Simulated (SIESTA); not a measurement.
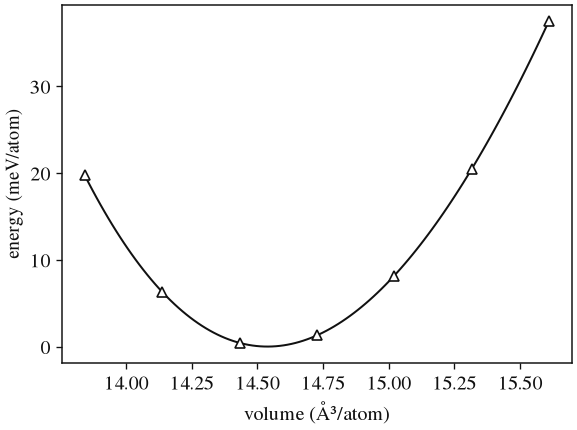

The picture above shows the energy against volume for BaZrO₃, space group Pm-3m (No. 221).

Starting cell:
```xyz
5
Lattice="4.1913 0.0000 0.0000 0.0000 4.1913 0.0000 0.0000 0.0000 4.1913" Properties=species:S:1:pos:R:3 pbc="T T T"
Ba    0.0000    0.0000    0.0000
Zr    2.0957    2.0957    2.0957
O     2.0957    2.0957    0.0000
O     2.0957    0.0000    2.0957
O     0.0000    2.0957    2.0957
```

Computed with SIESTA 5.4.2: DFT in numerical atomic orbitals with pseudopotentials, no spin polarisation; energies at scaled volumes of the given cell, shape and fractions fixed, counted from the fit's minimum, third-order Birch-Murnaghan fit. Level: LDA.

```csv
setting,value
k mesh,4×4×4
occupations,Fermi–Dirac
smearing width,0.05 eV
potentials,"PseudoDojo 0.4 standard, converted to PSML, two zetas on semicore shells"
program settings,"basis DZP, mesh cutoff 800 Ry"
```

This calculation gives: equilibrium volume 14.54 Å³/atom and bulk modulus 173 GPa.

Now the level changes from LDA to PBE. The second calculation uses k mesh 6×6×6. How do these quantities change?

The equilibrium volume rises from 14.54 to 15.38 Å³/atom (+5.8 %) and the bulk modulus falls from 173 to 149 GPa (−14 %). As usual, the local density approximation binds more tightly than this gradient-corrected functional.

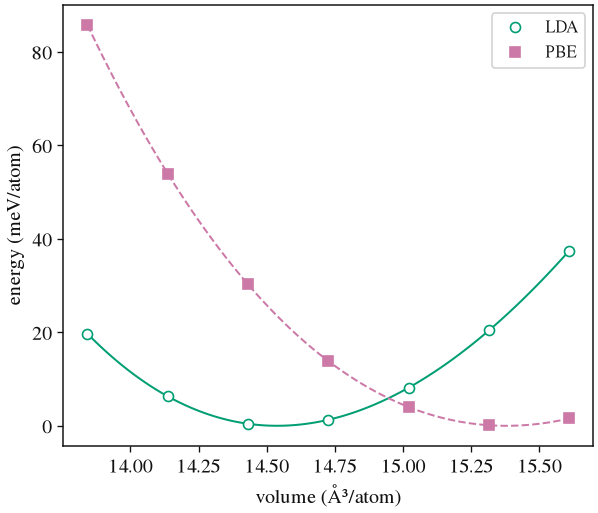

The two results together.

For both, limits of the calculation: mulliken charges of long orbitals.

V0 and the bulk modulus come from third-order Birch–Murnaghan fits.
